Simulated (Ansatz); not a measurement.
**What a change does: geometry relaxation on GaP4**

System: GaP4 (Im-3m, 5 atoms in the cell).
Method of the first run: DFT PBE, scalar-relativistic, plane waves, PAW, no spin polarisation (Ansatz 0.2.0).

The structure was made by a generator, so it may or may not be a known phase. Text and figures count atoms from 1; the logs count them from 0 in places.

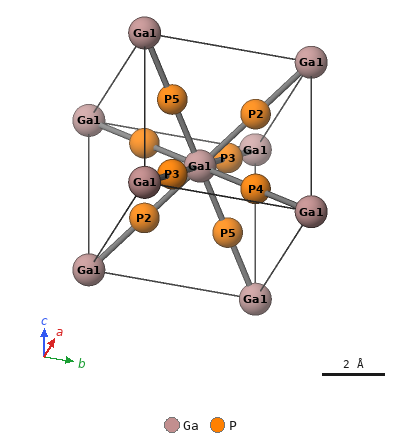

Figure 1. The input geometry (ball-and-stick view of the cell 2 times as large as that of the calculation, set on its symmetry axes, seen at an oblique angle; atoms are numbered from 1 in the order of the input). Near neighbours in the crystal (not all of them lie inside the picture): Ga has 8 P at 2.48 Å; P has 2 Ga at 2.48 Å.

### Input file, the first run
```yaml
crystal:
  lattice:
    - [-2.86437096, 2.86437096, 2.86437096]
    - [2.86437096, -2.86437096, 2.86437096]
    - [2.86437096, 2.86437096, -2.86437096]
  atoms:
    - { symbol: Ga, position: [0.0, 0.0, 0.0] }
    - { symbol: P, position: [0.5, 0.5, 0.5] }
    - { symbol: P, position: [0.5, 0.0, 0.0] }
    - { symbol: P, position: [0.0, 0.0, 0.5] }
    - { symbol: P, position: [0.0, 0.5, 0.0] }
basis:
  ecutwfc: 420
kpoints:
  mp_grid: { grid: [10, 10, 10] }
hamiltonian:
  xc: pbe
scf:
  occupations: { method: gaussian, width: 0.1 }
output:
  forces: true
  stress: true
  eigenvalues: true
relax:
  adjacent_minimum: "off"
  f_tol: 0.01
  max_steps: 80
  cell: { stress_tol: 0.05 }
```

Command:
```bash
ansatz run input.yaml --threads 1 --pin off --max-ram 2560MiB --backend cpu --events-out ev --progress --plain --runs-dir out
```

Hardware: 1 thread of Arm Neoverse V1, 24 GiB of memory available, shared host.

### Output, shortened to warnings, some set-up lines, iterations and results (the first run)
```
Basis set: ecut = 420 eV, 1865 PW (Γ), exchange–correlation on 72×72×72 points (8 copies of the dense FFT grid, shifted against one another)
Symmetry: 48 space group operations
k-points: 47 of 1000
Initial density: superposition of atomic densities (neutral atoms: chi_scale 0, normalization atom), corrected by the library's trained network
[...]
SCF iter   1: F=—  HF=-6802.279567 eV  |F-HF|=—  |Δ(HF+E_count)|=         —  Δρ=1.25e-3  dr2=1.20e-3  ethr=1.77e-3  ⟨swp⟩=8.6  Hψ=6075  notcnv=0
SCF iter   2: F=—  HF=-6802.277757 eV  |F-HF|=—  |Δ(HF+E_count)|=   1.81e-3  Δρ=8.53e-4  dr2=4.10e-4  ethr=3.65e-6  ⟨swp⟩=2.1  Hψ=2235  notcnv=0  defer=3
SCF iter   3: F=—  HF=-6802.278000 eV  |F-HF|=—  |Δ(HF+E_count)|=   2.43e-4  Δρ=5.03e-4  dr2=2.21e-4  ethr=1.24e-6  ⟨swp⟩=2.2  Hψ=1583  notcnv=0  defer=3
SCF iter   4: F=—  HF=-6802.278486 eV  |F-HF|=—  |Δ(HF+E_count)|=   4.86e-4  Δρ=2.26e-4  dr2=4.90e-5  ethr=6.69e-7  ⟨swp⟩=2.0  Hψ=1750  notcnv=0  defer=3
SCF iter   5: F=—  HF=-6802.278561 eV  |F-HF|=—  |Δ(HF+E_count)|=   7.45e-5  Δρ=1.24e-4  dr2=9.78e-6  ethr=1.48e-7  ⟨swp⟩=2.2  Hψ=1643  notcnv=0  defer=3
[... 21 lines ...]
SCF iter   4: F=—  HF=-6802.282075 eV  |F-HF|=—  |Δ(HF+E_count)|=  8.08e-10  Δρ=5.84e-7  dr2=1.94e-10  ethr=2.10e-11  ⟨swp⟩=2.0  Hψ=1737  notcnv=0
SCF iter   5: F=—  HF=-6802.282075 eV  |F-HF|=—  |Δ(HF+E_count)|=  5.94e-10  Δρ=2.31e-7  dr2=6.06e-11  ethr=1.00e-12  ⟨swp⟩=6.9  Hψ=4986  notcnv=0
SCF iter   6: F=-6802.282075 eV  HF=-6802.282075 eV  |F-HF|=7.28e-12  |Δ(HF+E_count)|=  5.91e-11  Δρ=7.35e-8  dr2=9.26e-12  ethr=1.00e-12  ⟨swp⟩=4.0  Hψ=3542  notcnv=0
SCF 4 converged in 6 iterations: F = -6802.282075 eV  dr2 = 9.26e-12
relax step   4: F+E_penalty+E_count = -6802.28207482 eV  Δ(F+E_penalty+E_count) = +2.224e-4 eV  max|allowed force component| = 2.689e-30 eV/Å  Δτ_max = 0.0000 Å  P = +0.000 …
basis re-selected at this cell: Δ(F+E_penalty+E_count) = +2.224e-4 eV, ΔP = -0.003 GPa vs the last step (what re-selecting the basis moved, of the pressure what is left beyond the Pulay correction that the steps carried, after the strain that the cell walked since its last selection, with what the …
SCF converged after 6 iterations
Free energy (F): -6802.282075 eV
Harris-Foulkes:  -6802.282075 eV  (|F-HF|=7.28e-12)
Internal energy: -6802.271924 eV  (E = F + TS)
E sigma→0 (E₀):  -6802.277000 eV
Entropy (-TS):   -0.010150 eV (-2.030 meV/atom)
Fermi energy:    7.893156 eV
--- Per-component energies (eV) ---
  E_band       = -23.748318
  E_kinetic    = 386.653319
  E_local      = -2600.228303  (includes V_loc(G=0)·N_el)
  E_nonlocal   = 560.141277
  E_hartree    = 1182.642852
  E_xc         = -310.598525
  E_vxc        = -295.506773  (∫ρ·V_xc dr)
  E_paw        = -4265.287384  (= ΣΔE_a)
  E_vpaw       = -440.093359  (= ΣTr[D̂ρ^β])
  E_aug_tail   = -0.000111  (compensation charges beyond the density's cutoff)
  E_ewald      = -1755.595050
  E_smearing   = -0.010150  (= −TS)
  E_closure    = -0.000000  (closes the sum)
  Σ components = -6802.282075   (vs F -6802.282075, Δ=0.00e0)
--- Forces (eV/Å), atoms counted from 1 ---
  atom   1  Ga     0.00000000     0.00000000     0.00000000
  atom   2  P      0.00000000    -0.00000000     0.00000000
  atom   3  P      0.00000000    -0.00000000    -0.00000000
  atom   4  P      0.00000000     0.00000000    -0.00000000
  atom   5  P      0.00000000    -0.00000000     0.00000000
  max |Σ_I F_I| component: 1.39e-29 eV/Å
--- Stress (GPa, compression-positive) ---
        0.000316      -0.000000       0.000000
       -0.000000       0.000316      -0.000000
       -0.000000      -0.000000       0.000316
  P = ⅓ Tr σ = 0.0003 GPa (0.003 kbar)
--- Relaxed structure (3 steps of the walk, 3 accepted, 1 SCFs on fresh bases) ---
  F+E_penalty+E_count = -6802.28207482 eV   max|allowed force component| = 2.689e-30 eV/Å   (the final SCF, on the basis selected at the relaxed cell)
  cell:  # Å, volume = 92.8191 Å³
    - [-2.852282249715032, 2.852282249715032, 2.852282249715032]
    - [2.852282249715032, -2.852282249715032, 2.852282249715032]
    - [2.852282249715032, 2.852282249715032, -2.852282249715032]
  atoms:
[...]
```

The input of the second run differs as follows (lines with − go, lines with + come):
```diff
-  ecutwfc: 420
+  ecutwfc: "200 eV"
+  mixing: { preconditioner: local_kerker }
```

What does this change do to the results?

The free energy of the second run is 2137.8 meV per atom higher, which comes mainly from the change of cutoff or grids; a solver setting shouldn't move a converged energy. The volume per atom goes from 18.56 to 18.71 Å³. More plane waves can only lower the energy of a fixed Hamiltonian, so the higher cutoff gives the lower value. The SCF takes 76 iterations over all geometry steps against 23.

### Output, shortened to warnings, some set-up lines, iterations and results (the second run)
```
Warning: basis.ecutwfc = 200 eV is below the records' recommended 420 eV, and the density's cutoff is lower with it unless basis.ecutrho_ratio is high enough to keep the records' density cutoff: compare with a run at a higher cutoff
Basis set: ecut = 200 eV, 603 PW (Γ), exchange–correlation on 48×48×48 points (8 copies of the dense FFT grid, shifted against one another)
Symmetry: 48 space group operations
k-points: 47 of 1000
Initial density: superposition of atomic densities (neutral atoms: chi_scale 0, normalization atom), corrected by the library's trained network
[...]
SCF iter   1: F=—  HF=-6793.706831 eV  |F-HF|=—  |Δ(HF+E_count)|=         —  Δρ=3.29e-2  dr2=4.26e-1  ethr=1.77e-3  ⟨swp⟩=7.8  Hψ=5465  notcnv=0
SCF iter   2: F=—  HF=-6791.647260 eV  |F-HF|=—  |Δ(HF+E_count)|=    2.06e0  Δρ=1.03e-2  dr2=1.10e-1  ethr=1.29e-3  ⟨swp⟩=3.0  Hψ=2909  notcnv=0  defer=26
SCF iter   3: F=—  HF=-6791.597953 eV  |F-HF|=—  |Δ(HF+E_count)|=   4.93e-2  Δρ=8.41e-3  dr2=6.08e-2  ethr=3.34e-4  ⟨swp⟩=2.0  Hψ=1780  notcnv=0  defer=28
SCF iter   4: F=—  HF=-6791.573755 eV  |F-HF|=—  |Δ(HF+E_count)|=   2.42e-2  Δρ=1.29e-3  dr2=1.51e-3  ethr=1.84e-4  ⟨swp⟩=2.0  Hψ=1445  notcnv=0  defer=28
SCF iter   5: F=—  HF=-6791.573205 eV  |F-HF|=—  |Δ(HF+E_count)|=   5.50e-4  Δρ=3.06e-4  dr2=2.61e-5  ethr=4.57e-6  ⟨swp⟩=2.0  Hψ=1770  notcnv=0  defer=30
[... 96 lines ...]
SCF iter   4: F=—  HF=-6791.593145 eV  |F-HF|=—  |Δ(HF+E_count)|=   5.64e-8  Δρ=2.61e-6  dr2=6.54e-9  ethr=1.12e-9  ⟨swp⟩=2.0  Hψ=1389  notcnv=0
SCF iter   5: F=—  HF=-6791.593145 eV  |F-HF|=—  |Δ(HF+E_count)|=   2.94e-9  Δρ=5.90e-7  dr2=1.85e-10  ethr=1.98e-11  ⟨swp⟩=2.0  Hψ=1800  notcnv=0
SCF iter   6: F=-6791.593145 eV  HF=-6791.593145 eV  |F-HF|=9.09e-13  |Δ(HF+E_count)|=  6.09e-11  Δρ=7.06e-8  dr2=5.01e-12  ethr=1.00e-12  ⟨swp⟩=5.8  Hψ=4460  notcnv=0
SCF 15 converged in 6 iterations: F = -6791.593145 eV  dr2 = 5.01e-12
relax step  15: F+E_penalty+E_count = -6791.59314466 eV  Δ(F+E_penalty+E_count) = +4.910e-2 eV  max|allowed force component| = 1.780e-30 eV/Å  Δτ_max = 0.0000 Å  P = +0.019 …
basis re-selected at this cell: Δ(F+E_penalty+E_count) = +4.910e-2 eV, ΔP = +0.019 GPa vs the last step (what re-selecting the basis moved, of the pressure what is left beyond the Pulay correction that the steps carried, after the strain that the cell walked since its last selection, with what the …
SCF converged after 6 iterations
Free energy (F): -6791.593145 eV
Harris-Foulkes:  -6791.593145 eV  (|F-HF|=9.09e-13)
Internal energy: -6791.582804 eV  (E = F + TS)
E sigma→0 (E₀):  -6791.587974 eV
Entropy (-TS):   -0.010341 eV (-2.068 meV/atom)
Fermi energy:    7.764088 eV
--- Per-component energies (eV) ---
  E_band       = -65.886761
  E_kinetic    = 390.503046
  E_local      = -2608.213362  (includes V_loc(G=0)·N_el)
  E_nonlocal   = 606.125403
  E_hartree    = 1189.820336
  E_xc         = -310.414427
  E_vxc        = -295.144915  (∫ρ·V_xc dr)
  E_paw        = -4308.244435  (= ΣΔE_a)
  E_vpaw       = -538.755163  (= ΣTr[D̂ρ^β])
  E_aug_tail   = -0.042347  (compensation charges beyond the density's cutoff)
  E_ewald      = -1751.117017
  E_smearing   = -0.010341  (= −TS)
  E_closure    = 0.000000  (closes the sum)
  Σ components = -6791.593145   (vs F -6791.593145, Δ=0.00e0)
--- Forces (eV/Å), atoms counted from 1 ---
  atom   1  Ga     0.00000000     0.00000000     0.00000000
  atom   2  P     -0.00000000    -0.00000000     0.00000000
  atom   3  P      0.00000000    -0.00000000     0.00000000
  atom   4  P     -0.00000000    -0.00000000    -0.00000000
  atom   5  P      0.00000000    -0.00000000    -0.00000000
  max |Σ_I F_I| component: 2.73e-30 eV/Å
--- Stress (GPa, compression-positive) ---
        0.018967      -0.000000       0.000000
       -0.000000       0.018967      -0.000000
       -0.000000      -0.000000       0.018967
  P = ⅓ Tr σ = 0.0190 GPa (0.190 kbar)
--- Relaxed structure (9 steps of the walk, 8 accepted, 6 SCFs on fresh bases) ---
  F+E_penalty+E_count = -6791.59314466 eV   max|allowed force component| = 1.780e-30 eV/Å   (the final SCF, on the basis selected at the relaxed cell)
  cell:  # Å, volume = 93.5330 Å³
    - [-2.8595762303739045, 2.8595762303739045, 2.8595762303739045]
    - [2.8595762303739045, -2.8595762303739045, 2.8595762303739045]
    - [2.8595762303739045, 2.8595762303739045, -2.8595762303739045]
  atoms:
[...]
```

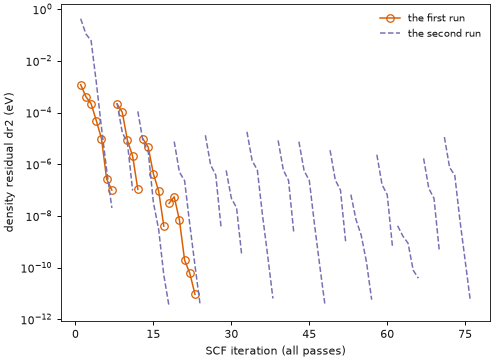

Figure 2. Convergence of the two runs: density residual dr2 against the SCF iteration. A break in a curve parts two SCF passes. The first run takes 23 iterations in all, and the second run takes 76.

### The two runs side by side

```csv
quantity,the first run,the second run
outcome,converged,converged
free energy per atom (eV),−1360.4564,−1358.3186
"energy per atom, smearing taken to zero (eV)",−1360.4554,−1358.3176
gap on the mesh (eV),0.00,0.00
pressure (GPa),0.00,0.02
volume per atom (Å³),18.56,18.71
largest force (eV/Å),0.000,0.000
SCF iterations,23,76
irreducible k-points,47,47
wall time (shared host),27 s,32 s
```

For the second run: These settings are looser than, or depart from, a standard set-up, so the numbers are not reference values for this system. Warnings: the cutoff is below the recommended one.
